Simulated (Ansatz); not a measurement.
**CuNi4: density, localisation and related maps**

Input file:

```
crystal:
  lattice:
    - [2.4922848287, 0.0, 0.0]
    - [-1.2461424144, 2.1583819751, 0.0]
    - [0.0, 0.0, 20.628182]
  atoms:
    - { symbol: Cu, position: [0.6666666667, 0.3333333333, 0.75] }
    - { symbol: Cu, position: [0.3333333333, 0.6666666667, 0.25] }
    - { symbol: Ni, position: [0.6666666667, 0.3333333333, 0.148009], spin: 0.54 }
    - { symbol: Ni, position: [0.6666666667, 0.3333333333, 0.351991], spin: 0.54 }
    - { symbol: Ni, position: [0.6666666667, 0.3333333333, 0.549401], spin: 0.74 }
    - { symbol: Ni, position: [0.6666666667, 0.3333333333, 0.950599], spin: 0.74 }
    - { symbol: Ni, position: [0.3333333333, 0.6666666667, 0.049401], spin: 0.74 }
    - { symbol: Ni, position: [0.3333333333, 0.6666666667, 0.450599], spin: 0.74 }
    - { symbol: Ni, position: [0.3333333333, 0.6666666667, 0.648009], spin: 0.54 }
    - { symbol: Ni, position: [0.3333333333, 0.6666666667, 0.851991], spin: 0.54 }
basis:
  ecutwfc: 420
kpoints:
  mp_grid: { grid: [18, 18, 2] }
  band_path:
    path:
      - [[0.0, 0.0, 0.0], [0.5, 0.0, 0.0], [0.33333333, 0.33333333, 0.0], [0.0, 0.0, 0.0], [0.0, 0.0, 0.5], [0.5, 0.0, 0.5], [0.33333333, 0.33333333, 0.5], [0.0, 0.0, 0.5]]
      - [[0.5, 0.0, 0.5], [0.5, 0.0, 0.0]]
      - [[0.33333333, 0.33333333, 0.5], [0.33333333, 0.33333333, 0.0]]
    npoints: 14
hamiltonian:
  xc: pbe
scf:
  occupations: { method: gaussian, width: 0.1 }
  n_extra_bands: 25
output:
  forces: true
  stress: true
  eigenvalues: true
  populations: true
  dos: { projected: true, de: 0.02, nscf_kmesh: { grid: [22, 22, 3] } }
  bader: true
  write_density: true
  write_potential: true
  elf: true
  volumetric_format: npy
magnetization:
  spin_polarized: true
checkpoint:
  read: start.run
  write: ck
  compress: false
  write_wavefunctions: false
  write_every: 100000
```

Run with:

```sh
ansatz run input.yaml --threads 4 --pin off --max-ram 8192MiB --backend cpu --events-out ev --progress --plain --runs-dir out
```

Below, planes, directions and counts refer to the conventional cell (a = 2.49 Å, b = 2.49 Å, c = 20.63 Å, α = 90.00°, β = 90.00°, γ = 120.00°).

Space group P6₃/mmc; a structure generated by program, which may or may not match a known phase; spin-polarised.

All numbers below come from DFT PBE, scalar-relativistic, plane waves, PAW (Ansatz).

The density is the valence pseudo-density of a PAW calculation; it isn't the true density close to the nuclei.

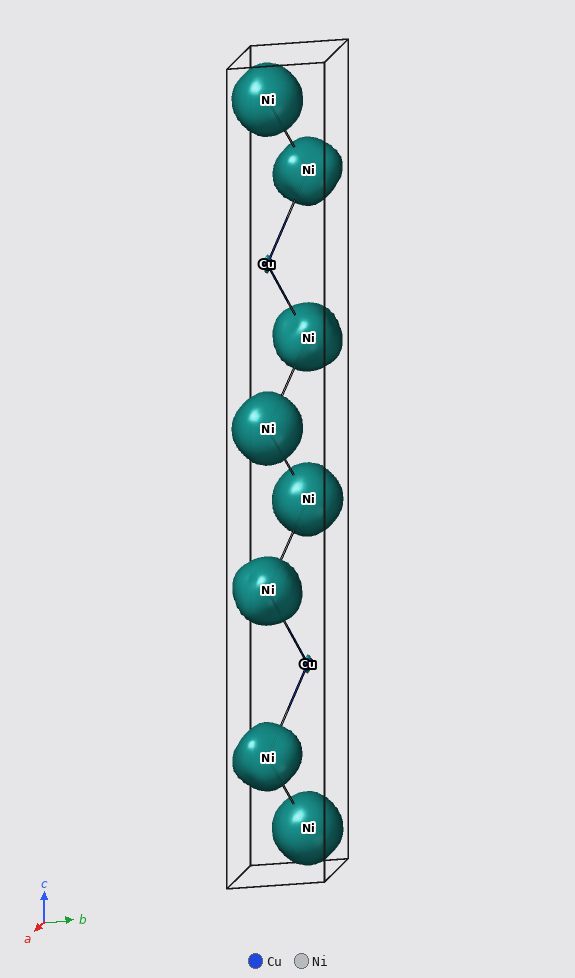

Figure 1. Isosurfaces of the spin density (up minus down) at +0.02 (teal) and −0.02 e/Å³ (pink), seen slightly off an axis. Sticks mark near contacts.

Which atoms carry the moments, and with what signs?

Answer. The spin density sits on Ni: +0.7 μB (×4) and +0.5 μB (×4) in one cell of 10 atoms: parallel moments (a ferromagnetic arrangement) in this solution. The cell of the calculation (10 atoms) carries 4.4 μB of net spin moment. Only one sign reaches the isovalue.

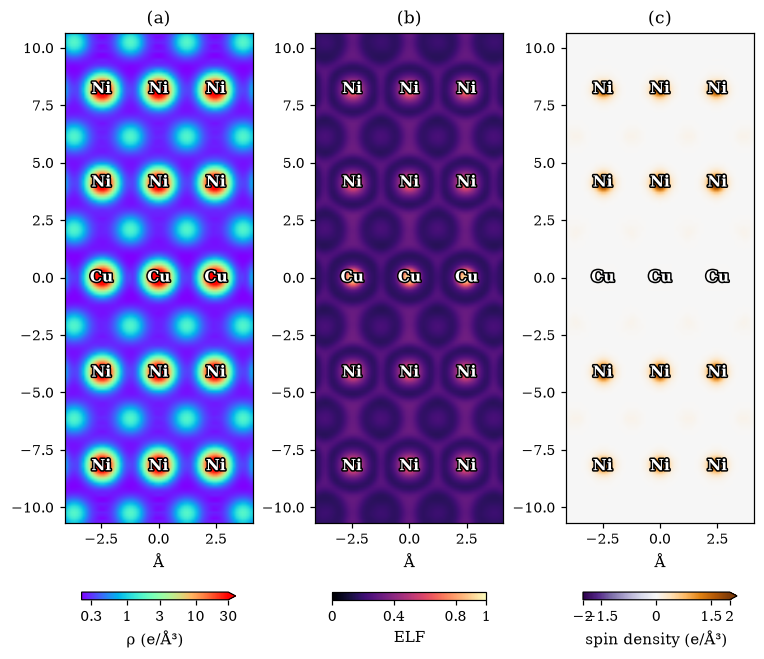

Figure 2. (a) valence electron density; (b) ELF; (c) magnetisation density (up minus down) on the (010) plane of the conventional cell.

Describe what can be read from this map.

Answer. Atoms in the plane: Cu and Ni. Atoms just off the plane (Cu, 0.7 Å away and Ni, 0.7 Å away) can leave unmarked features too. Ni–Ni (2.49 Å): ρ at the midpoint is about 0.33 e/Å³; the ELF is about 0.25 at the midpoint (no shared electron pair shows on this line). Cu–Cu (2.49 Å): ρ at the midpoint is about 0.32 e/Å³; the ELF is about 0.20 at the midpoint: no localised pair shows between them. Between the atoms the lowest density in this plane is 0.22 e/Å³. The features right at Cu and Ni lie inside the PAW spheres, where the map follows smoothed inner orbitals and isn't to be read closely.

Does the calculation give a band gap?

Answer. It is gapless in this calculation (a metal or semimetal).

Which way does charge flow, and how much by Bader's partition?

Answer. Very little charge moves. Bader charges: Cu +0.03 and Ni −0.01 e.
